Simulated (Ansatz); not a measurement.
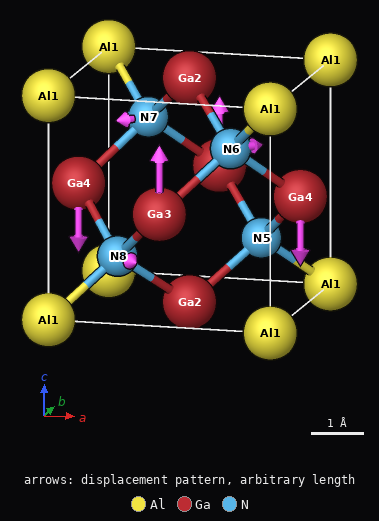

The lowest optical mode of a crystal of AlGa$_{3}$N$_{4}$, space group P-43m (No. 215), at the zone centre. The pink arrows are the displacements of the atoms (eigenvector over the root of the mass), of arbitrary overall length and sign. The picture is a ball-and-stick view of the cell of the calculation, seen slightly off an axis.

The calculation used DFT LDA, scalar-relativistic, plane waves, PAW (Ansatz). Set-up: plane-wave cutoff 420 eV; k-point mesh 6 × 6 × 6; occupations fixed; no spin polarisation.

Frequencies are those without the non-analytic (LO–TO) term.

Is this crystal at a minimum with respect to the drawn distortion?

Yes: this softest mode has a real frequency, and so have all others here. That speaks for this wave vector alone: the rest of the zone wasn't checked in this run. This is the T₁ mode (triply degenerate; one member of the set is drawn) at 194 cm⁻¹, the lowest optical level, silent by symmetry (neither infrared- nor Raman-active). The Al atoms stay at rest; atoms of one kind move against one another, with no net shift of any sublattice; it mainly bends the Al–N, Ga–N bonds; the kinetic energy is shared as Ga 93 %, N 7 %.
